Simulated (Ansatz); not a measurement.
# A series of single points on LiH

System: LiH (2 atoms in the cell).
Method: Kohn-Sham DFT of a periodic cell, wPBEh, Ansatz PAW, no spin polarisation (Ansatz 0.2.0).

The 6 runs differ only in the geometry, by an even scaling of the cell at fixed fractional positions. The structure derives from an entry of the Crystallography Open Database.

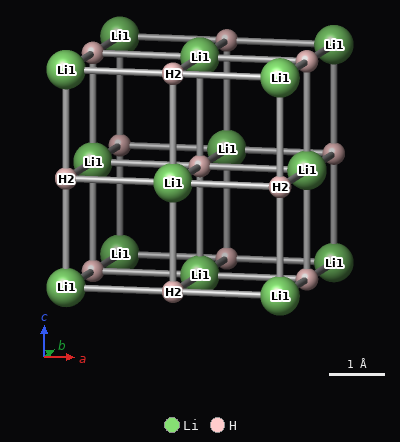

Figure 1. The structure of run 4 (ball-and-stick view of the cell 4 times as large as that of the calculation, set on its symmetry axes, seen slightly off an axis; atoms are numbered from 1 in the order of the input).

## Input of run 4
```yaml
crystal:
  lattice:
    - [0.0, 2.03675, 2.03675]
    - [2.03675, 0.0, 2.03675]
    - [2.03675, 2.03675, 0.0]
  atoms:
    - { symbol: Li, position: [0.0, 0.0, 0.0] }
    - { symbol: H, position: [0.5, 0.5, 0.5] }
hamiltonian:
  xc: wpbeh
  pseudopotentials: { kind: paw }
kpoints:
  mp_grid: { grid: [6, 6, 6] }
scf:
  occupations: { method: fermi_dirac, width: 0.01 }
output:
  forces: true
  stress: true
  eigenvalues: true
```

Command:
```bash
ansatz run input.yaml --threads 1 --pin off --max-ram 2560MiB --backend cpu --events-out ev --progress --plain --runs-dir out
```

Lattice vectors (Å) and fractional positions of run 4:
```
   0.000000    2.036750    2.036750
   2.036750    0.000000    2.036750
   2.036750    2.036750    0.000000
Li  0.000000  0.000000  0.000000
H   0.500000  0.500000  0.500000
```

Run 5 differs from it as follows:
```diff
-    - [0.0, 2.03675, 2.03675]
-    - [2.03675, 0.0, 2.03675]
-    - [2.03675, 2.03675, 0.0]
+    - [0.0, 2.0502388037, 2.0502388037]
+    - [2.0502388037, 0.0, 2.0502388037]
+    - [2.0502388037, 2.0502388037, 0.0]
```

## Results, with one run withheld

```csv
run,volume per atom (Å³),"free energy per atom, from the lowest run given (meV)",pressure (GPa),gap on the mesh (eV)
1,7.942,0.02,0.39,4.04
2,8.111,0.00,−0.39,4.05
3,8.280,0.80,−1.10,4.06
4,8.449,2.31,−1.75,4.07
5,8.618,?,?,?
6,8.787,7.25,−2.90,4.08
```

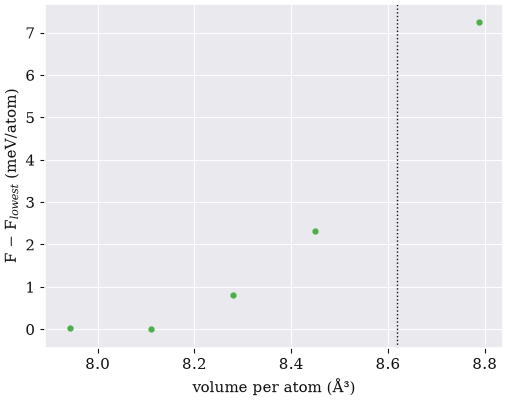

Figure 2. Free energy per atom of the runs given; the dotted line marks run 5.

What should run 5 give?

A cubic polynomial in V^(−2/3) (the Birch–Murnaghan form), fitted to the 5 runs given, misses them by at most 0.01 meV per atom. With x = V^(−2/3) − 0.24383 Å⁻², it reads F = 0.97964 − 385.8 x + 34647 x² − 2704.1 x³ (meV per atom). At run 5 it gives 4.49 meV per atom, and the run itself gives 4.50. The slope of the fit gives a pressure −dF/dV of −2.35 GPa there, and the run prints −2.35 GPa. The fit has its minimum at 8.029 Å³ per atom, where V d²F/dV² gives 38.2 GPa: the bulk modulus at this level, since symmetry fixes the shape and the positions. The gap on the mesh goes, without turning, from 4.04 eV in run 1 to 4.08 eV in run 6; run 5 has 4.07 eV. These are gaps of this functional on this mesh, which can miss the band edges; they aren't the measured gap.

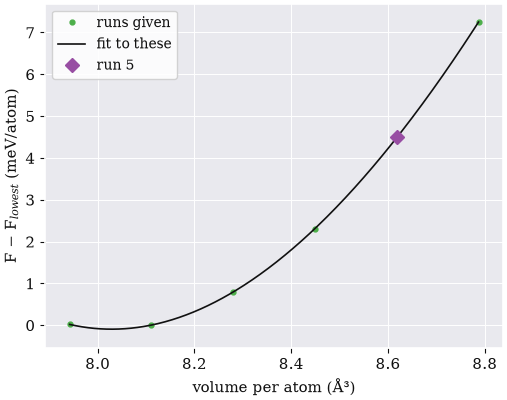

Figure 3. The fit and the withheld run.

## Output, shortened to warnings, some set-up lines, iterations and results (run 5)
```
Warning: output.stress: scf.convergence.dr2_threshold = 1e-7 eV (the SCF's general default) is looser than the 2e-10 eV advised for a printed stress (1e-10 eV for each atom of the cell: 2). What an SCF threshold leaves in a stress goes as its square root, and in the free energy as the threshold itself, and one threshold admits the most on a small cell: of the crystals measured, under no hybrid …
Warning: output.stress: scf.exx.energy_threshold = 1e-6 eV is looser than the 2e-8 eV advised for a stress under a hybrid functional (1e-8 eV for each atom of the cell: 2). Every SCF of the exchange loop can meet its threshold on dr2 while the loop round them stops early: no threshold on dr2 bounds what that leaves in the stress. Set scf.exx.energy_threshold to 2e-8 eV or tighter. The threshold …
Basis set: ecut = 420 eV, 331 PW (Γ), exchange–correlation on 40×40×40 points (8 copies of the dense FFT grid, shifted against one another)
Symmetry: 48 space group operations
k-points: 16 of 216
Initial density: superposition of atomic densities (neutral atoms: chi_scale 0, normalization atom), corrected by the library's trained network
[...]
SCF iter   1: F=—  HF=-221.493360 eV  |F-HF|=—  |Δ(HF+E_count)|=         —  Δρ=1.36e-3  dr2=2.69e-4  ethr=1.77e-3  ⟨swp⟩=2.0  Hψ=642  notcnv=0
SCF iter   2: F=-221.493285 eV  HF=-221.493292 eV  |F-HF|=7.17e-6  |Δ(HF+E_count)|=   6.74e-5  Δρ=4.72e-4  dr2=3.21e-5  ethr=6.74e-6  ⟨swp⟩=2.7  Hψ=206  notcnv=0  defer=2
SCF 1 stopped early in 2 iterations: F = -221.493285 eV  dr2 = 3.21e-5
SCF iter   1: F=—  HF=-221.636686 eV  |F-HF|=—  |Δ(HF+E_count)|=         —  Δρ=2.03e-3  dr2=4.26e-4  ethr=8.03e-6  ⟨swp⟩=4.7  Hψ=389  notcnv=0
SCF iter   2: F=—  HF=-221.636522 eV  |F-HF|=—  |Δ(HF+E_count)|=   1.64e-4  Δρ=9.98e-4  dr2=1.14e-4  ethr=8.03e-6  ⟨swp⟩=2.0  Hψ=192  notcnv=0
SCF iter   3: F=—  HF=-221.636504 eV  |F-HF|=—  |Δ(HF+E_count)|=   1.76e-5  Δρ=1.14e-4  dr2=5.65e-5  ethr=1.87e-8  ⟨swp⟩=2.0  Hψ=313  notcnv=0
SCF iter   4: F=—  HF=-221.637066 eV  |F-HF|=—  |Δ(HF+E_count)|=   5.61e-4  Δρ=2.02e-4  dr2=7.30e-6  ethr=1.84e-8  ⟨swp⟩=4.0  Hψ=238  notcnv=0
SCF iter   5: F=—  HF=-221.637063 eV  |F-HF|=—  |Δ(HF+E_count)|=   2.23e-6  Δρ=1.63e-5  dr2=6.98e-7  ethr=1.84e-8  ⟨swp⟩=3.0  Hψ=161  notcnv=0
SCF iter   6: F=-221.637068 eV  HF=-221.637068 eV  |F-HF|=7.77e-7  |Δ(HF+E_count)|=   4.33e-6  Δρ=3.50e-5  dr2=2.22e-7  ethr=3.91e-10  ⟨swp⟩=4.0  Hψ=248  notcnv=0
SCF 2 stopped early in 6 iterations: F = -221.637068 eV  dr2 = 2.22e-7
SCF iter   1: F=—  HF=-221.637075 eV  |F-HF|=—  |Δ(HF+E_count)|=         —  Δρ=2.14e-5  dr2=7.04e-8  ethr=1.74e-7  ⟨swp⟩=2.4  Hψ=202  notcnv=0
SCF iter   2: F=-221.637075 eV  HF=-221.637075 eV  |F-HF|=8.54e-11  |Δ(HF+E_count)|=   3.39e-9  Δρ=4.40e-6  dr2=1.22e-9  ethr=1.71e-9  ⟨swp⟩=3.2  Hψ=156  notcnv=0
SCF 3 converged in 2 iterations: F = -221.637075 eV  dr2 = 1.22e-9
  Residual-converged pass: ⟨swp⟩=2.6  Hψ=140  notcnv=0  max |occ|·‖R‖ = 2.4e-6 eV (tolerance 2.4e-6 eV)  dr2=1.22e-9  dr2_onsite=2.85e-10  max |Δocc| = 0.0e0
hybrid outer 2: dexx = +4.736e-9 eV, tail = 3.28e-9 eV, Δε = 1.21e-3 eV (about 8.58e-5 eV left of the loop's levels)
hybrid SCF converged: 2 outer / 8 inner (+2 warm-up), last move |dexx| = 4.74e-9 eV, tail = 3.28e-9 eV
Stability not checked: this state was not tested for a lower state beside it, because the functional holds exact exchange (a hybrid, or Hartree-Fock), whose exchange loop this test does not read (fock_operator; see scf.lower_state_search)
Free energy (F): -221.637075 eV
Frozen-core exchange: fock
Harris-Foulkes:  -221.637075 eV  (|F-HF|=8.54e-11)
Internal energy: -221.637075 eV  (E = F + TS)
E sigma→0 (E₀):  -221.637075 eV
Fermi energy:    1.747532 eV
--- Per-component energies (eV) ---
  E_band       = -100.617527
  E_kinetic    = 35.587964
  E_local      = -127.251121  (includes V_loc(G=0)·N_el)
  E_nonlocal   = -31.832844
  E_hartree    = 35.681475
  E_xc         = -16.520988
  E_vxc        = -21.031497  (∫ρ·V_xc dr)
  E_exx        = -13.156474  (= α·E_x^exact, valence–valence)
  E_paw        = -12.160275  (= ΣΔE_a)
  E_vpaw       = -1.138970  (= ΣTr[D̂ρ^β])
  E_aug_tail   = -0.001077  (compensation charges beyond the density's cutoff)
  E_ewald      = -91.983735
  E_smearing   = -0.000000  (= −TS)
  E_closure    = -0.000000  (closes the sum)
  Σ components = -221.637075   (vs F -221.637075, Δ=0.00e0)
--- Forces (eV/Å), atoms counted from 1 ---
  atom   1  Li     0.00000000    -0.00000000     0.00000000
  atom   2  H      0.00000000    -0.00000000     0.00000000
  max |Σ_I F_I| component: 1.59e-30 eV/Å
--- Stress (GPa, compression-positive) ---
       -2.353122       0.000000       0.000000
       -0.000000      -2.353122       0.000000
        0.000000       0.000000      -2.353122
  P = ⅓ Tr σ = -2.3531 GPa (-23.531 kbar)
```

Warnings of the run: the exchange loop's threshold is looser than advised for the stress; the SCF threshold is looser than advised for the printed stress.
